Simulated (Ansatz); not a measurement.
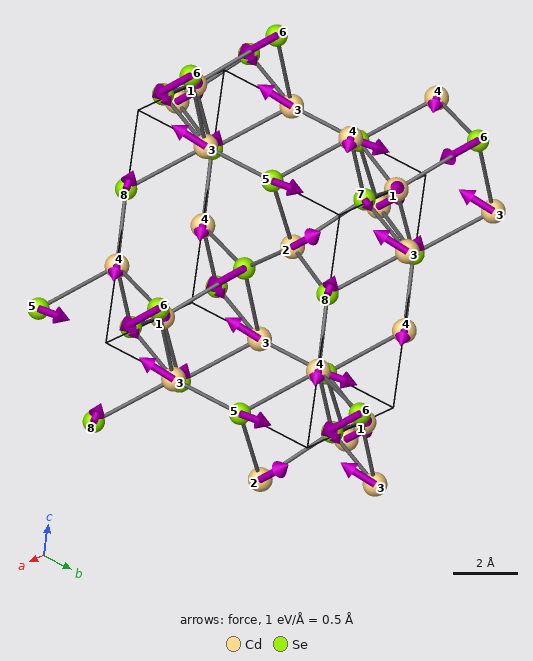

Starting geometry of solid CdSe (a generated structure, set up in P1) (coarse preliminary run) with the computed forces as purple arrows. A ball-and-stick model of the cell of the calculation, seen slightly off an axis.

Theory: DFT PBE, scalar-relativistic, plane waves, PAW (Ansatz 0.2.0).

The input:
```yaml
crystal:
  lattice:
    - [-4.2540002171, 4.1213601362, 4.3980169734]
    - [4.1261527393, -4.0651818773, 4.2139912366]
    - [4.4186917214, 4.2298733817, -4.3418387145]
  atoms:
    - { symbol: Cd, position: [0.2949172104, 0.9834407785, 0.9806519942] }
    - { symbol: Cd, position: [0.6644288841, 0.6776478257, 0.6610595547] }
    - { symbol: Cd, position: [1.0009334012, 0.3366419653, -0.003835406] }
    - { symbol: Cd, position: [-0.0207127207, -0.0061401019, 0.3240576322] }
    - { symbol: Se, position: [1.0211322488, 0.6737388735, 0.0036178158] }
    - { symbol: Se, position: [0.3540353698, 0.3524522129, 0.3674605906] }
    - { symbol: Se, position: [0.6759383712, 0.9843435519, 1.0049843562] }
    - { symbol: Se, position: [0.0093272351, -0.0021251058, 0.6620034623] }
basis:
  ecutwfc: 420
kpoints:
  mp_grid: { grid: [2, 2, 2] }
hamiltonian:
  xc: pbe
scf:
  occupations: { method: gaussian, width: 0.1 }
  lower_state_search: "off"
output:
  forces: true
  stress: true
  eigenvalues: true
relax:
  adjacent_minimum: "off"
  f_tol: 0.025
  max_steps: 60
  cell: { stress_tol: 0.25 }
```

Launched with:
```bash
ansatz run input.yaml --threads 1 --pin off --max-ram 2560MiB --backend cpu --events-out ev --progress --plain --runs-dir out
```

Q: What follows when this structure is relaxed?

A: It isn't relaxed: the largest force vector, on Se6, is 3.77 eV/Å. The final displacements follow the starting forces only in part (cosine between the two patterns 0.80). After 4 accepted moves (5 points after the start) the energy has fallen by 146 meV per atom. Largest force component: 2.3 eV/Å at the start, 0.0071 eV/Å at the end. Pressure: 0.76 GPa at the start and 0.00 GPa at the end. At 1 point the geometry stayed and the basis and grid were re-selected for the new cell (energy shift of 0.1 meV per atom at most each time). The atom that moves furthest relative to the cell is Se6 (0.24 Å along [−2 −2 −3]). Largest moves by element: Se 0.24 Å, Cd 0.17 Å. Cell: a 7.377 → 7.321 Å (−0.8 %), b 7.163 → 7.323 Å (+2.2 %), c 7.501 → 7.322 Å (−2.4 %), α 108.7° → 109.6°, β 111.7° → 109.5°, γ 107.4° → 109.3°. Volume −1.6 %. Near-neighbour distances that change, for instance: Cd2–Se6 2.304 → 2.593 Å, Cd1–Se6 3.007 → 2.734 Å, Cd4–Se6 2.984 → 2.730 Å, Cd3–Se6 2.969 → 2.729 Å. Among the angles between lasting bonds that change: Cd2–Se7–Cd4 98.9° → 88.2°, Cd1–Se6–Cd3 78.8° → 88.1°, Se6–Cd1–Se8 100.0° → 91.7°. The space group stays P1 (No. 1).
